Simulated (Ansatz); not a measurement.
Consider Mo24S47 (cell with a defect).

Mo24S47 (cell with a defect), 71 atoms, a = 11.03 Å, b = 11.03 Å, c = 14.81 Å, α = 90.00°, β = 90.00°, γ = 120.00°.

Computed without spin polarisation.

Computed with DFT PBE, scalar-relativistic, plane waves, PAW (Ansatz).

Predict the valence pseudo-density and electron localisation function between the atoms.

Mo–S (2.40 Å): ρ is about 0.62 e/Å³ halfway; the ELF peaks at about 0.85 in the valence shell of S, 0.8 Å from its nucleus, and is about 0.45 at the midpoint.
Mo–S (2.43 Å): ρ at the midpoint is about 0.59 e/Å³; the ELF peaks at about 0.85 in the valence shell of S, 0.8 Å from its nucleus, and is about 0.45 at the midpoint.

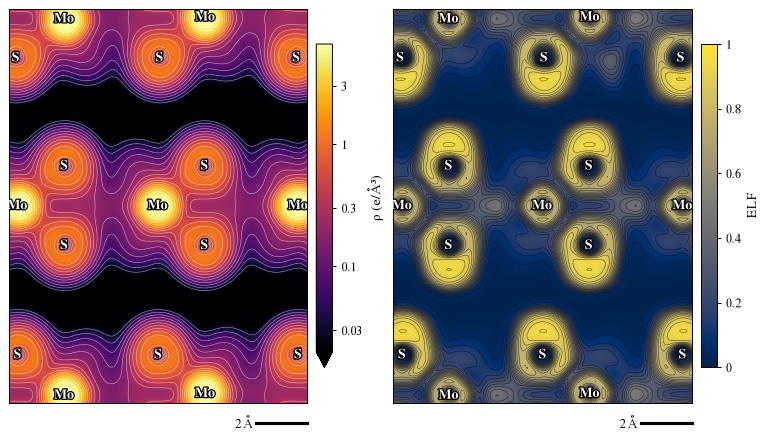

Computed valence pseudo-density and electron localisation function on the (100) plane of the calculation cell, in this order. 

The density is the valence pseudo-density of a PAW calculation; it isn't the true density close to the nuclei.
